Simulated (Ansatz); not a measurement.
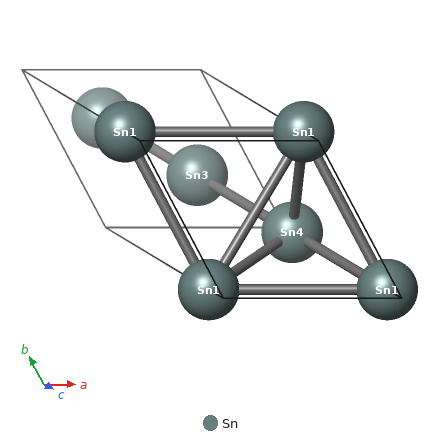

The system is Sn (I4/mmm, No. 139; 4 atoms in the cell); the picture shows the reference structure. 
- Gamma surface: rigid slide across a plane, one fault a cell; the plane is (0 1 1) of the conventional cell.
- Places are given modulo a cell vector. The map is drawn in real space over the plane of the slide.
- Nothing is relaxed (rigid halves, spacing across the cut fixed).
- Grid: 6 × 6 points; 21 points were computed and 15 follow by symmetry.
- Energies are in mJ/m², from the lowest grid point.
- All numbers below come from DFT PBE, scalar-relativistic, plane waves, PAW in Ansatz 0.2.0. Settings: cutoff 420 eV, k-mesh 15×15×4 in the order of the run's cell vectors, gaussian smearing 0.15 eV, no spin polarisation.

Its coordinates:

```
CELL_PARAMETERS angstrom
-1.74054 1.74054 -2.30932
-1.74054 -1.74054 2.30932
0.00000 10.44324 4.61865
ATOMIC_POSITIONS crystal
Sn 0.00000 0.00000 0.87500
Sn 0.25000 0.75000 0.12500
Sn 0.50000 0.50000 0.37500
Sn 0.75000 0.25000 0.62500
```

Range: slide along a1 from 0.000 to 0.833; slide along a2 from 0.000 to 0.833.

> What landscape does the calculation give?

The lowest grid point is at (0/6, 0/6) of the cell vectors. The highest grid point, (4/6, 2/6) of the cell vectors, lies 357 mJ/m² above the lowest.

```tsv
slide along a2 ↓, slide along a1 →	0/6	1/6	2/6	3/6	4/6	5/6
5/6	25	15	24	29	36	42
4/6	81	24	19	61	134	155
3/6	109	29	61	193	305	259
2/6	73	36	134	305	357	233
1/6	24	42	155	259	233	111
0/6	0	25	81	109	73	24
```

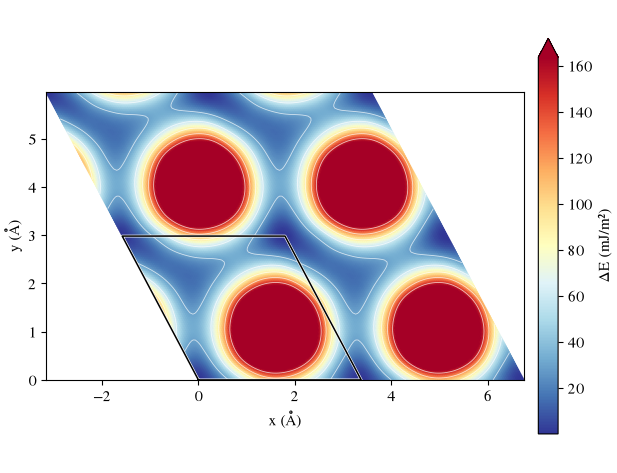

The picture shows a smooth colour map with a few white contour lines, the outline of one cell of the 2 × 2 shown, one colour for all values above the top of the scale. Between grid points the surface is interpolated.

Each point was launched as `ansatz run input.yaml --threads 2 --pin off --max-ram 4096MiB --backend cpu --events-out ev --progress --plain --runs-dir out`. The whole map (21 points run) took 24 min on 2 threads of Arm Neoverse N1, on a shared host.
